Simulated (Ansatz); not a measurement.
System: zincblende BN, space group F-43m (No. 216), 2 atoms in the primitive cell; at the first point, cubic a = 3.606 Å, relaxed at zero pressure beforehand. The cell is squeezed uniformly and kept in this structure, whether or not it stays the stable one. Computed with Ansatz: PBEsol, all-electron LAPW, no spin polarisation, no spin-orbit coupling, 17×17×17 k mesh.

**How will the gap change from 0 GPa to 664 GPa?**

The gap grows from 4.34 eV at 0 GPa to 4.90 eV at 664 GPa.

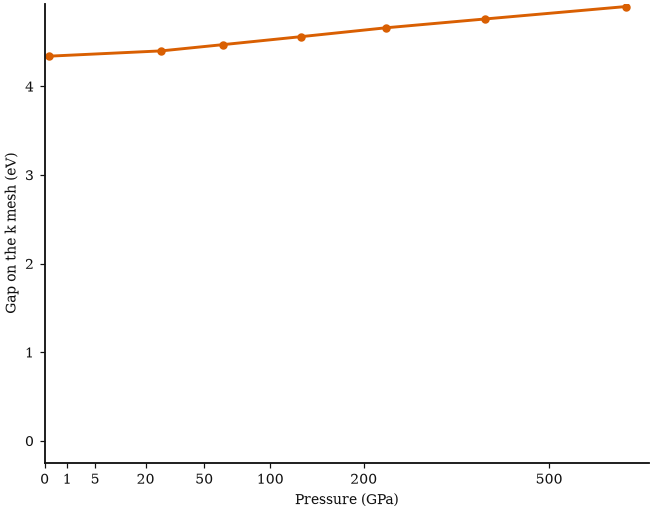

Smallest gap on the k mesh (the pressure axis goes as the square root).

| pressure | gap (eV) | V/V0 |
| --- | --- | --- |
| 0 GPa | 4.34 | 1.00 |
| 27 GPa | 4.40 | 0.94 |
| 62 GPa | 4.47 | 0.88 |
| 129 GPa | 4.56 | 0.80 |
| 228 GPa | 4.66 | 0.72 |
| 381 GPa | 4.76 | 0.64 |
| 664 GPa | 4.90 | 0.55 |

LDA, GGA and most meta-GGA functionals understate gaps. The usual form of BN is layered hexagonal. A mesh with an odd division misses points of the zone boundary, where band edges can lie.
